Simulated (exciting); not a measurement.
## A series of single points on Tb

System: Tb (Fm-3m, 1 atom in the cell).
Method: Kohn-Sham DFT of a periodic cell, PBEsol, all-electron LAPW+lo, shipped species files, spin-polarised (exciting sodium).

The 7 runs differ only in the geometry, by an even scaling of the cell at fixed fractional positions. The structure derives from a Materials Project entry.

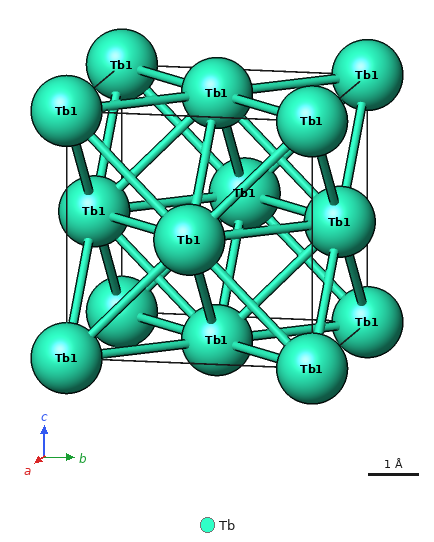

Figure 1. The structure of run 4 (ball-and-stick view of the cell 4 times as large as that of the calculation, set on its symmetry axes, seen slightly off an axis; atoms are numbered from 1 in the order of the input).

## Input of run 4
```
<input>
  <title>Tb</title>
  <structure speciespath="./" tshift="false">
    <crystal scale="1">
      <basevect>0.000000000000 4.762043864096 4.762043864096</basevect>
      <basevect>4.762043864096 0.000000000000 4.762043864096</basevect>
      <basevect>4.762043864096 4.762043864096 0.000000000000</basevect>
    </crystal>
    <species speciesfile="Tb.xml" rmt="2.3">
      <atom coord="0.000000000000 0.000000000000 0.000000000000" bfcmt="0 0 -8"/>
    </species>
  </structure>
  <groundstate do="fromscratch" ngridk="9 9 9" rgkmax="9.5" gmaxvr="14" lmaxapw="10" lmaxmat="10" lmaxvr="8" xctype="GGA_PBE_SOL" stype="Fermi Dirac" swidth="0.00183747" nempty="22" ValenceRelativity="iora*" epsengy="1e-05" epspot="1e-05" maxscl="90" tforce="true" outputlevel="normal">
    <spin reducebf="0.5"/>
  </groundstate>
</input>
```

Command:
```bash
OMP_NUM_THREADS=1 exciting_smp
```

Run 5 has the same physical settings and fractional positions; its lattice vectors (Å) are:
```
   0.000000    2.536654    2.536654
   2.536654    0.000000    2.536654
   2.536654    2.536654    0.000000
```

## Results, with one run withheld

| run | volume per atom (Å³) | free energy per atom, from the lowest run given (meV) |
| --- | --- | --- |
| 1 | 30.084 | 0.00 |
| 2 | 30.724 | 8.51 |
| 3 | 31.365 | 17.42 |
| 4 | 32.005 | 31.46 |
| 5 | 32.645 | ? |
| 6 | 33.285 | 59.77 |
| 7 | 33.925 | 75.55 |

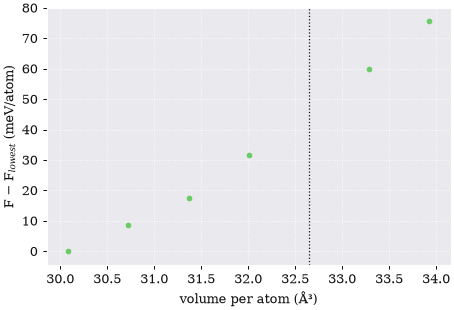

Figure 2. Free energy per atom of the runs given; the dotted line marks run 5.

Fit the runs given and predict run 5.

A cubic polynomial in V^(−2/3) (the Birch–Murnaghan form), fitted to the 6 runs given, misses them by at most 0.95 meV per atom. With x = V^(−2/3) − 0.09952 Å⁻², it reads F = 27.737 − 9733.1 x + 5.7354e+05 x² + 2.5049e+07 x³ (meV per atom). At run 5 it gives 44.89 meV per atom, and the run itself gives 44.45. The fit has no minimum inside this range.

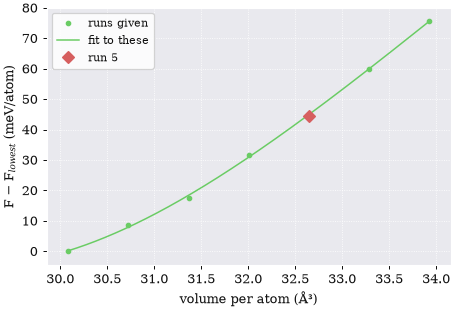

Figure 3. The fit and the withheld run.

## Some lines of the output (run 5)
```
[...]
 Total energy                               :    -11715.18075427
 DOS at Fermi energy (states/Ha/cell)       :       182.33880293
 Absolute change in total energy   (target) :  0.297994E-04  ( 0.100000E-04)
 Total energy                               :    -11715.18077153
 DOS at Fermi energy (states/Ha/cell)       :       182.33881946
 Absolute change in total energy   (target) :  0.172616E-04  ( 0.100000E-04)
 Total energy                               :    -11715.18077315
 DOS at Fermi energy (states/Ha/cell)       :       182.33882039
 Absolute change in total energy   (target) :  0.161806E-05  ( 0.100000E-04)
 Total energy                               :    -11715.18077171
 DOS at Fermi energy (states/Ha/cell)       :       182.33881935
 Absolute change in total energy   (target) :  0.144583E-05  ( 0.100000E-04)
 Total energy                               :    -11715.18077245
 DOS at Fermi energy (states/Ha/cell)       :       182.33882036
```

Notes: Points of doubt noted for this run: forces with spin.
